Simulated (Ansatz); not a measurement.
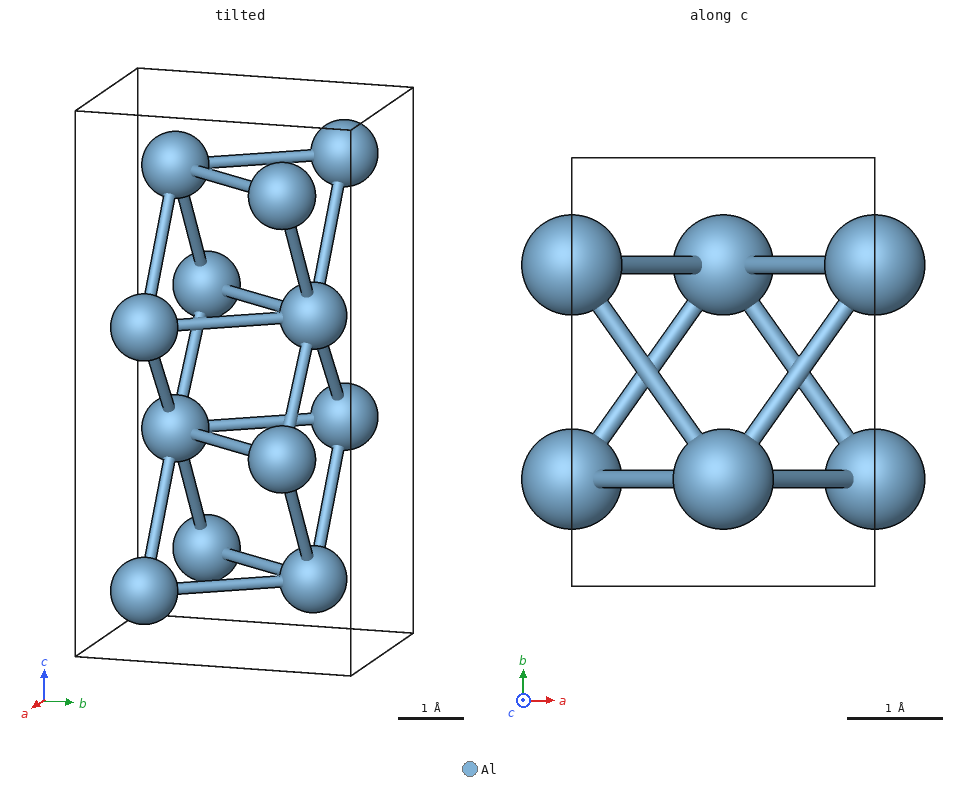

The crystal in a ball-and-stick representation, seen slightly off an axis and along the c axis. The conventional unit cell is outlined; an atom on or near a face, edge or corner is repeated at each equivalent position.

Al, space group Cmme (No. 67), a = 3.19 Å, b = 4.51 Å, c = 8.72 Å, α = 90.00°, β = 90.00°, γ = 90.00°.

The calculation used DFT r2SCAN, scalar-relativistic, plane waves, PAW in Ansatz, with E_cut = 500 eV, k-points about 0.11 Å⁻¹ apart, Gaussian smearing of 0.15 eV, no spin polarisation.

### Is the electronic structure metallic or gapped?

A metal: bands cross the Fermi level.

### Under what pressure is the structure?

The computed pressure is 4.0 GPa (compressed: it would expand). The stress isn't hydrostatic: its largest component is 4.8 GPa.

Provenance: a structure listed in the Materials Project. The cell was then strained or its atoms displaced on purpose. It was the input of a calculation with Ansatz.

At this level of theory the run's own cell isn't at rest (compressed, at 4 GPa and forces up to 1.3 eV/Å), so its distances can differ from those at equilibrium, the more so the softer the solid.
